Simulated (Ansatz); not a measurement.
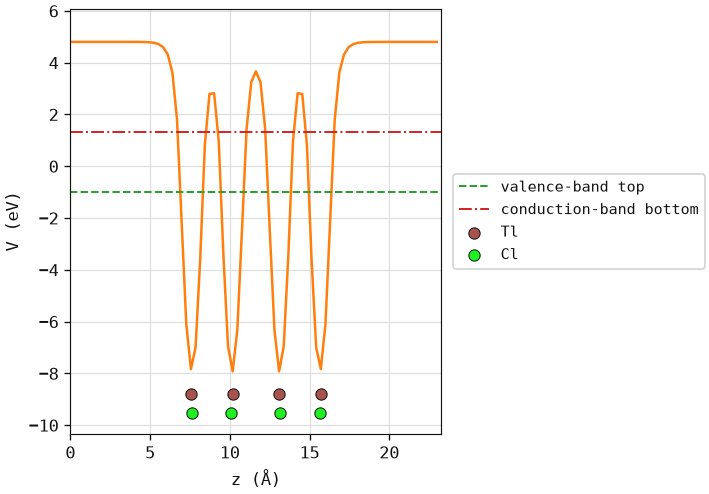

Plane-averaged electrostatic potential energy of an electron across the slab; circles at the bottom mark the heights of the atoms.

Input of the run:

```
crystal:
  lattice:
    - [3.8972442673, 0.0, 0.0]
    - [0.0, 5.5115356986, 0.0]
    - [0.0, 0.0, 23.267303548]
  atoms:
    - { symbol: Tl, position: [0.0, 0.5, 0.3252174325] }
    - { symbol: Cl, position: [0.5, 0.0, 0.3283398319] }
    - { symbol: Tl, position: [0.0, 0.0, 0.4380884121] }
    - { symbol: Cl, position: [0.5, 0.5, 0.434299559] }
    - { symbol: Tl, position: [0.0, 0.5, 0.5619124965] }
    - { symbol: Cl, position: [0.5, 0.0, 0.5656995096] }
    - { symbol: Tl, position: [0.0, 0.0, 0.6747833614] }
    - { symbol: Cl, position: [0.5, 0.5, 0.671659397] }
basis:
  ecutwfc: 420
kpoints:
  mp_grid: { grid: [7, 5, 1] }
  band_path:
    path: [[0.5, 0, 0], [0, 0, 0], [0, 0.5, 0], [0.5, 0.5, 0], [0, 0, 0]]
    npoints: 12
hamiltonian:
  xc: pbe
scf:
  occupations: { method: gaussian, width: 0.05 }
  n_extra_bands: 44
output:
  forces: true
  eigenvalues: true
  populations: true
  fatbands: true
magnetization:
  noncollinear: true
  spin_orbit: true
efield:
  axis: 3
  dipole_correction: true
  ramp_width: 0.04
```

Run as:
```bash
ansatz run input.yaml --threads 2 --pin off --max-ram 5632MiB --backend cpu --events-out ev --progress --plain --runs-dir out
```

Question: What are the ionisation potential and the electron affinity of the slab?

Answer: From the vacuum level at the right face the ionisation potential is 5.79 eV and the electron affinity 3.46 eV; the left face gives the same. The slab's gap, their difference before rounding, is 2.32 eV. The two vacuum levels agree, so the slab has no net dipole along its normal.

Question: How thick are slab and vacuum?

Answer: The outermost atoms are 8.1 Å apart, which leaves 15.1 Å of vacuum in a cell 23.3 Å high.
